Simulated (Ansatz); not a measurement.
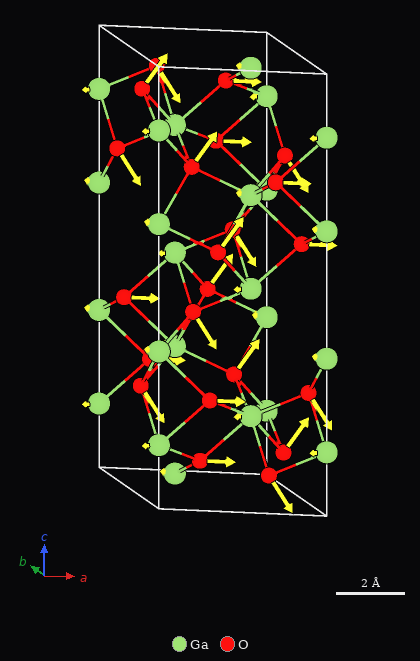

One vibrational mode of solid Ga$_{2}$O$_{3}$ at the zone centre. Displacements are drawn as yellow arrows; their common scale and sign are arbitrary. Style: ball-and-stick. Shown: the conventional cell (3 times the calculation's cell), slightly off an axis. Lengths and directions refer to the drawn axes.

These are results of DFT PBE, scalar-relativistic, plane waves, PAW in Ansatz, not measurements. (plane-wave cutoff 420 eV; k-point mesh 6 × 6 × 6; occupations gaussian; smearing width 0.05 eV; no spin polarisation)

Frequencies are those without the non-analytic (LO–TO) term.

What mode is this, and where does it lie in the spectrum?

This is the E_u mode (doubly degenerate; one member of the set is drawn) at 38.3 meV, optical level 8 of 17, counted from below, infrared-active by symmetry. It stretches the Ga–O bonds (2.11 Å); the kinetic energy is shared as O 84 %, Ga 16 %.
